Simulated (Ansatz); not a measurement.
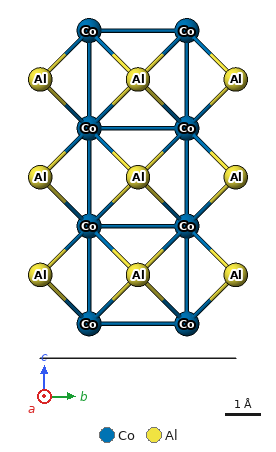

A slab of composition Al3Co4 (cut from the Pm-3m phase), before the constrained relaxation. A ball-and-stick model of the 2 × 2 repeat of the cell, outlined in the plane, without the vacuum, seen along the a axis.

Case: clean slab, lower half held. The slab is the (1 0 0) face of AlCo. 3 atoms are held fixed.

Level of theory: Ansatz, DFT PBEsol, scalar-relativistic, plane waves, PAW.

Input
```yaml
crystal:
  lattice:
    - [2.822585536, 0.0, 0.0]
    - [0.0, 2.822585536, 0.0]
    - [0.0, 0.0, 25.4677566081]
  atoms:
    - { symbol: Co, position: [0.5, 0.5, 0.3337553492] }
    - { symbol: Al, position: [0.0, 0.0, 0.3891702328] }
    - { symbol: Co, position: [0.5, 0.5, 0.4445851164] }
    - { symbol: Al, position: [0.0, 0.0, 0.5] }
    - { symbol: Co, position: [0.5, 0.5, 0.5554148836] }
    - { symbol: Al, position: [0.0, 0.0, 0.6108297672] }
    - { symbol: Co, position: [0.5, 0.5, 0.6662446508] }
basis:
  ecutwfc: 420
kpoints:
  mp_grid: { grid: [10, 10, 1] }
hamiltonian:
  xc: pbesol
scf:
  occupations: { method: gaussian, width: 0.1 }
output:
  forces: true
  eigenvalues: true
  write_density: true
  write_potential: true
  elf: true
  volumetric_format: npy
relax:
  adjacent_minimum: "off"
  f_tol: 0.03
  max_steps: 70
  constraints: [{ sites: [0, 1, 2] }]
efield:
  axis: 3
  dipole_correction: true
  ramp_width: 0.04
```

Command:
```bash
ansatz run input.yaml --threads 2 --pin off --max-ram 5120MiB --backend cpu --events-out ev --progress --plain --runs-dir out
```

> Predict the outcome.

The largest move is that of Co7, 0.13 Å along the normal (−c). By element the largest moves are Co 0.13 Å, Al 0.02 Å. The lattice vectors keep their values. Among the contacts that change: Co5–Co7 2.823 → 2.726 Å, Al6–Co7 2.444 → 2.361 Å, Co5–Al6 2.444 → 2.475 Å, Co3–Co5 2.823 → 2.792 Å. Over 2 accepted moves (3 points after the start) the energy falls by 59.2 meV per cell of the calculation. Largest force component: 0.89 eV/Å at the start, 0.029 eV/Å at the end. 1 step only repeated the SCF at the same geometry. The run took 86 s on 2 threads of Intel(R) Xeon(R) Processor @ 2.50GHz (Skylake/Cascade Lake) (shared host), peak memory 0.54 GiB.

The end point in the same view:

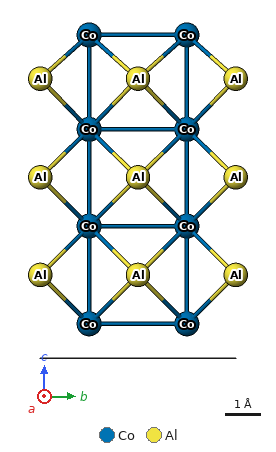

Limits of the set-up: an element that often carries a moment was run without spin polarisation.
